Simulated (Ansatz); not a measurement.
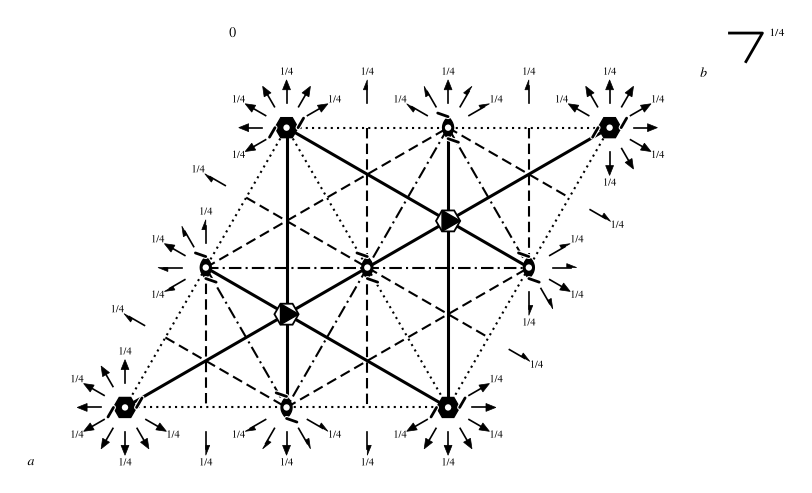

Symmetry elements of a space group, projected down c, computed from the operations of a computed or model structure of composition Si.

Graphical symbols as in the International Tables (origin upper left, heights as fractions; handed screw axes are marked by their printed symbols).

Which space group is it?

No. 194, P6₃/mmc; primitive hexagonal, point group 6/mmm, 24 general positions a cell.

List the elements shown.

−6 axes along c at (1/3, 2/3), (2/3, 1/3); 6₃ axes along c at (0, 0); 2₁ axes along c at (0, 1/2), (1/2, 0), (1/2, 1/2); inversion centres at (0, 0), (0, 1/2), (1/2, 0), (1/2, 1/2); mirror planes holding c and [1 2 0] or [2 1 0] or [−1 1 0]; in-plane glide planes holding c and [1 2 0] or [2 1 0] or [−1 1 0]; c glide planes normal to a*, at x = 0; n glide planes normal to a*, at x = 1/2; c glide planes normal to b*, at y = 0; n glide planes normal to b*, at y = 1/2; c glide planes holding c and [1 1 0]; diagonal glide planes holding c and [1 1 0]; a mirror plane normal to c at height 1/4; 2 axes along [1 1 0] at height 0; 2 axes along [1 2 0] at height 1/4; 2 axes along [2 1 0] at height 1/4; 2 axes along [−1 1 0] at height 1/4; 2 axes along a at height 0; 2 axes along b at height 0; 2₁ axes along [1 1 0] at height 0; 2₁ axes along [1 2 0] at height 1/4; 2₁ axes along [2 1 0] at height 1/4; 2₁ axes along [−1 1 0] at height 1/4; 2₁ axes along a at height 0; 2₁ axes along b at height 0. Heights repeat every half period; positions are (a, b) fractions, modulo 1.

Write the general positions (in any order).

x, y, z; −x, −y, −z; x−y, x, z+1/2; −x+y, −x, −z+1/2; −y, x−y, z; y, −x+y, −z; −x, −y, z+1/2; x, y, −z+1/2; −x+y, −x, z; x−y, x, −z; y, −x+y, z+1/2; −y, x−y, −z+1/2; −y, −x, −z+1/2; y, x, z+1/2; −x, −x+y, −z; x, x−y, z; −x+y, y, −z+1/2; x−y, −y, z+1/2; y, x, −z; −y, −x, z; x, x−y, −z+1/2; −x, −x+y, z+1/2; x−y, −y, −z; −x+y, y, z
